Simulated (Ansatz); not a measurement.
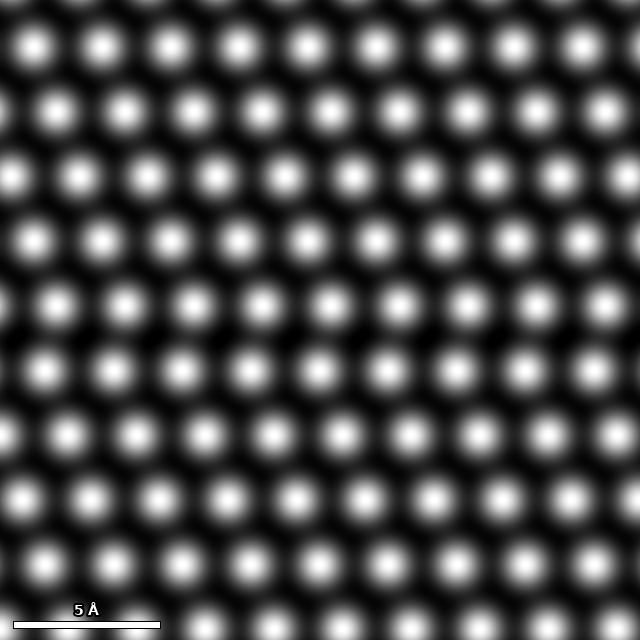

Z-contrast image of Tc (Fm-3m, No. 225) along [110]. Simulation: incoherent imaging, intensity Z^1.8 per atom, probe width 1.30 Å, thin sample.

One planar defect was built into the perfect crystal by geometry alone, without relaxation. Host structure: a calculation's starting geometry; the starting structure was generated, so it need not be a known form of this composition.

> Where does the periodic pattern break, and how?

A planar fault (a stacking fault) runs horizontally about 12 Å below the top edge. The part above it is shifted along the boundary by 1/2 of the 2.36 Å repeat of the rows (1.2 Å to the right, the same as to the left); both parts keep the same orientation.
